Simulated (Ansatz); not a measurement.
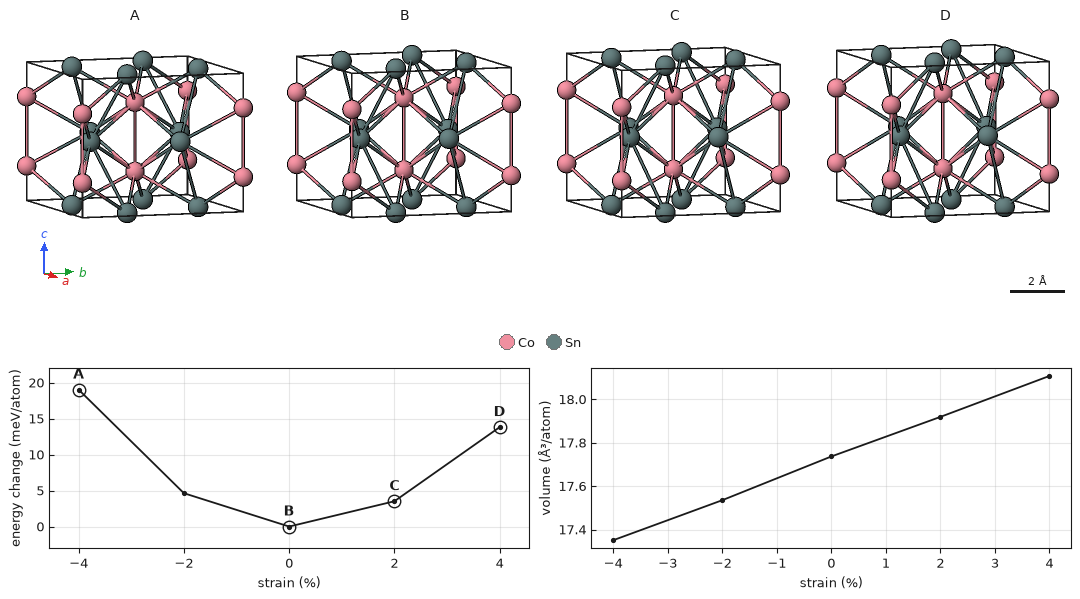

Members of a series of calculations on solid CoSn2 (set up in I4/mcm), marked on the first curve. Style: ball-and-stick. Shown: the cell of the calculation, slightly off an axis.

Method: DFT PBEsol, scalar-relativistic, plane waves, PAW in Ansatz. (plane-wave cutoff 420 eV; k-point mesh 6 × 6 × 8; occupations gaussian; smearing width 0.1 eV; no spin polarisation)

### Which kind of strain is it, and how does the structure respond?

Uniaxial strain along c; a, b and atoms relaxed. A (strain −4.0 %): energy change 19.0 meV/atom, volume 17.35 Å³ per atom. B (strain 0.0 %): energy change 0.0 meV/atom, volume 17.74 Å³ per atom. C (strain 2.0 %): energy change 3.5 meV/atom, volume 17.92 Å³ per atom. D (strain 4.0 %): energy change 13.8 meV/atom, volume 18.11 Å³ per atom. The rest compares A with D. Cell: a = b 6.339 → 6.222 Å (−1.8 %), c 5.182 → 5.613 Å (+8.3 %). Volume +4.4 %. Some distances before and after: Co–Co 2.591 → 2.807 Å, Sn–Sn 3.006 → 3.158 Å, Co–Sn 2.699 → 2.708 Å.

Limits of the set-up: an element that often carries a moment was run without spin polarisation.
